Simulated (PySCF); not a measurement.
## Spin–spin coupling calculation of C2H4O2

The run: spin–spin coupling calculation of C2H4O2, SMILES CC(=O)O. Method and program: B3LYP/pcseg-1 H:pcJ-1 indirect spin-spin coupling, non-relativistic, gas phase (PySCF 2.14.0).

The geometry comes from this level: GFN2-xTB, MD frame at 7231.5 fs, 600 K.

Figures and captions count atoms from 1; the log counts them from 0 in places.

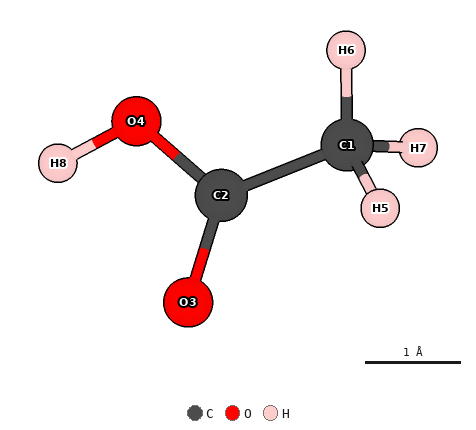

**Figure 1.** The structure (ball-and-stick view, seen at a tilt; atoms are numbered from 1 in the order of the input).

### Summary

- outcome: converged
- total energy: −229.048876 hartree
- HOMO: −7.60 eV
- LUMO: −0.08 eV
- dipole moment: 1.63 D
- hardware: 1 CPU thread, shared host
- wall time: 2.9 s
- peak memory: 0.43 GiB

### The input
```
{"job": {"kind": "j", "xc": "B3LYP", "basis": {"default": "pcseg-1", "H": "pcJ-1"}, "nuclei": ["H"]}, "charge": 0, "multiplicity": 1}
C     -0.528689    -4.422605     2.859050
C      0.335211    -3.569133     2.009455
O      0.311241    -3.585625     0.813494
O      1.250040    -2.730688     2.565144
H     -1.357084    -4.704452     2.222912
H     -0.986213    -3.918161     3.720102
H     -0.025433    -5.359396     3.188525
H      1.737743    -2.216620     1.922235
```

The first line tells a small driver script what to run in PySCF; the rest is the geometry in Å.

Command:
```bash
OMP_NUM_THREADS=1 python <driver script> task.json out
```

### What the program printed
```
coarse grid: 6824 points
cycle   1  E = -228.8347464914  dE =  6.237e-01  |g| = 9.228e-01  |ddm| = 2.496e+00
cycle   2  E = -228.4428353178  dE =  3.919e-01  |g| = 1.704e+00  |ddm| = 2.001e+00
cycle   3  E = -228.9796031061  dE = -5.368e-01  |g| = 3.074e-01  |ddm| = 1.485e+00
cycle   4  E = -228.9971032276  dE = -1.750e-02  |g| = 7.666e-02  |ddm| = 2.614e-01
cycle   5  E = -228.9980138617  dE = -9.106e-04  |g| = 2.575e-02  |ddm| = 6.197e-02
cycle   6  E = -228.9981697749  dE = -1.559e-04  |g| = 4.005e-03  |ddm| = 2.167e-02
cycle   7  E = -228.9981730410  dE = -3.266e-06  |g| = 9.539e-04  |ddm| = 3.312e-03
final grid: 66320 points
cycle   8  E = -229.0488694661  dE = -1.414e-05  |g| = 5.634e-03  |ddm| = 1.164e-02
cycle   9  E = -229.0488551151  dE =  1.435e-05  |g| = 1.027e-02  |ddm| = 1.120e-02
cycle  10  E = -229.0488758484  dE = -2.073e-05  |g| = 1.512e-03  |ddm| = 7.771e-03
cycle  11  E = -229.0488763163  dE = -4.679e-07  |g| = 1.981e-04  |ddm| = 1.180e-03
cycle  12  E = -229.0488763212  dE = -4.976e-09  |g| = 1.019e-04  |ddm| = 1.722e-04
cycle  13  E = -229.0488763232  dE = -1.948e-09  |g| = 7.708e-06  |ddm| = 6.840e-05
cycle  14  E = -229.0488763232  dE = -1.182e-11  |g| = 2.425e-06  |ddm| = 8.859e-06
```

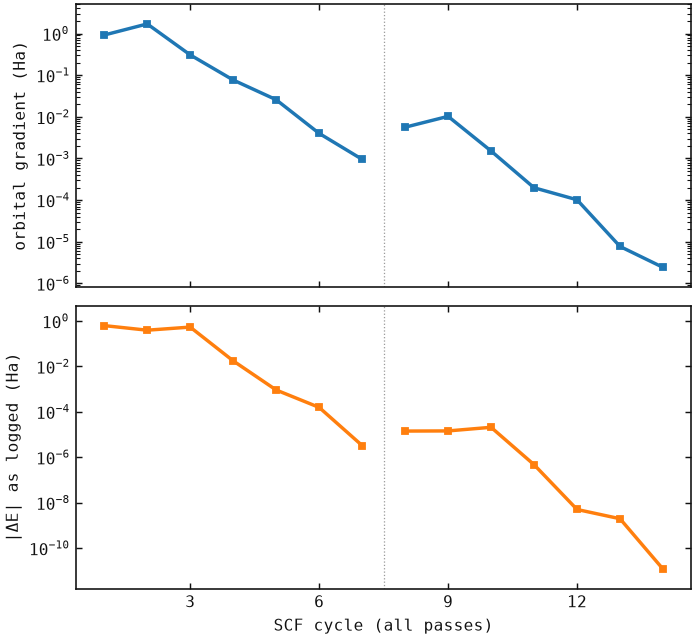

**Figure 2.** Convergence of the self-consistent field: orbital gradient and size of the energy change against the SCF cycle. The dotted line marks the change from a coarse to the final integration grid. The first 7 cycles use a coarse grid, the final grid takes over at cycle 8, and the field converges after 14 cycles in all.

```
converged SCF energy = -229.0488763232

Indirect spin-spin couplings (Hz)
  i      j    bonds     total        FC       PSO       DSO        SD
  4 H    5 H    2    -17.042   -16.655     1.999    -2.386         -
  4 H    6 H    2    -18.525   -18.087     2.079    -2.517         -
  4 H    7 H    4      2.098     3.031     1.671    -2.604         -
  5 H    6 H    2    -17.347   -16.849     2.219    -2.718         -
  5 H    7 H    4     -0.917    -0.015     1.714    -2.617         -
  6 H    7 H    4     -1.519    -0.659     1.631    -2.491         -
```
